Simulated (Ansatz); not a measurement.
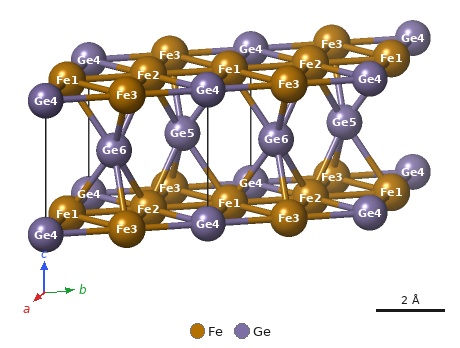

Reference structure: crystalline FeGe (built on the FeGe-type type). The picture is a ball-and-stick view of the cell of the calculation, repeated 1 × 2 × 1 with one cell outlined, seen slightly off an axis.

The calculation used DFT r2SCAN, scalar-relativistic, plane waves, PAW in Ansatz 0.2.0. Settings: plane-wave cutoff 500 eV; k-point mesh 8 × 8 × 8; occupations gaussian; smearing width 0.05 eV; collinear spin.

The variant: The volume is changed by +2.0 %. The cell's shape and the atoms are relaxed at that volume.

Question: What is the effect?

Answer: The drawn cell changes as follows: a = b 4.994 → 5.020 Å (+0.5 %), c 4.115 → 4.154 Å (+0.9 %); the volume changes by +2.0 %. No atom moves by more than 0.005 Å relative to the cell. Near-neighbour distances before and after: Fe–Ge 2.512 → 2.533 Å, Fe–Fe 2.497 → 2.510 Å, Fe–Ge 2.497 → 2.510 Å. The space group stays P6/mmm (No. 191). It costs 1.8 meV per atom. The pressure goes from 0.0 to −1.8 GPa. The absolute magnetisation per cell goes from 7.94 to 8.13 μB (net moment 6.87 and 7.08 μB). It is metallic before and after.
